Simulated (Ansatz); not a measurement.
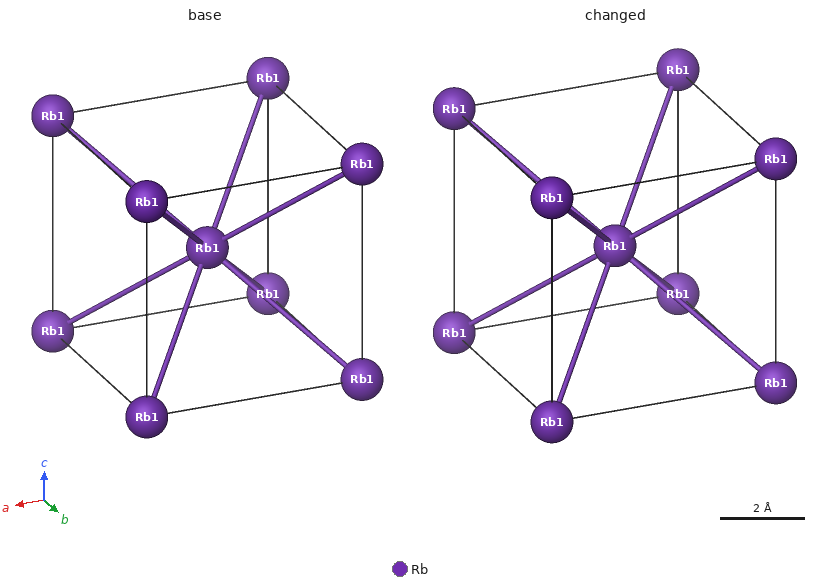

Left: a symmetric starting cell of Rb. Right: the same structure after one change, at the same scale. Style: ball-and-stick. Shown: the conventional cell (2 times the calculation's cell), from a free direction. Lengths and directions refer to the drawn axes.

These are results of DFT r2SCAN, scalar-relativistic, plane waves, PAW in Ansatz 0.2.0, not measurements. Settings: plane-wave cutoff 500 eV; k-point mesh 10 × 10 × 10; occupations gaussian; smearing width 0.1 eV; no spin polarisation.

What was changed?

All lengths are scaled by +4.0 % (volume +12.4 %), the atoms keeping their fractional coordinates. No relaxation follows. The starting cell wasn't computed here and needn't be at equilibrium, so pressure and forces aren't due to the change alone.

And its effect?

Near-neighbour distances before and after: Rb–Rb 4.860 → 5.054 Å. The space group stays Im-3m (No. 229). The pressure is −0.1 GPa (not all of it need come from the change, since the unchanged cell can be under pressure at this level too). All forces vanish by symmetry.
